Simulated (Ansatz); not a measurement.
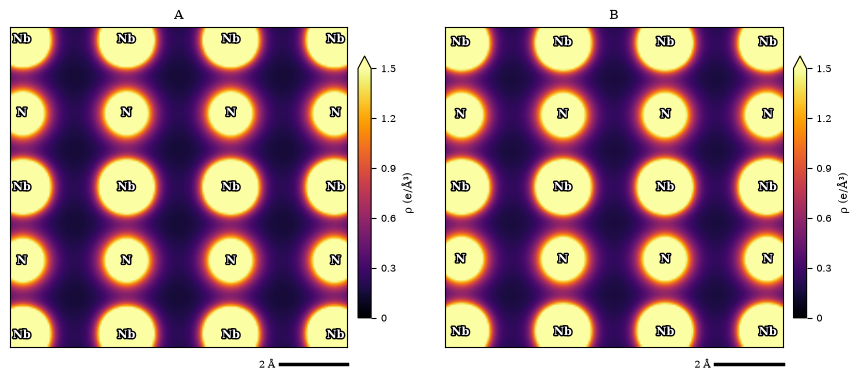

NbN. The valence pseudo-density of two cells that differ in size, on the (11̄0) plane of each (indices in the axes of the calculation cell), at one length scale and on one colour scale: A has 10.6 Å³ an atom and B 9.9.

These are results of Ansatz, DFT, PBE, PAW with Ansatz's default frozen-core files, scalar-relativistic, not measurements.

The density is the valence pseudo-density of a PAW calculation; it isn't the true density close to the nuclei.

The larger cell:

```cif
data_structure
_symmetry_space_group_name_H-M 'P 1'
_symmetry_Int_Tables_number 1
_cell_length_a 3.1035
_cell_length_b 3.1035
_cell_length_c 3.1035
_cell_angle_alpha 60.000
_cell_angle_beta 60.000
_cell_angle_gamma 60.000
_cell_volume 21.14
loop_
_atom_site_label
_atom_site_type_symbol
_atom_site_fract_x
_atom_site_fract_y
_atom_site_fract_z
_atom_site_occupancy
Nb1 Nb 0.50000 0.50000 0.50000 1
N1 N 0.00000 0.00000 0.00000 1
```

The smaller cell: a = 3.041 Å, b = 3.041 Å, c = 3.041 Å, α = 60.00°, β = 60.00°, γ = 60.00°.

> What changes from the larger cell to the smaller?

From the larger cell to the smaller, Nb–N goes from 2.19 to 2.15 Å, and the density at its midpoint from 0.55 to 0.61 e/Å³; the pressure goes from 7 to 31 GPa.
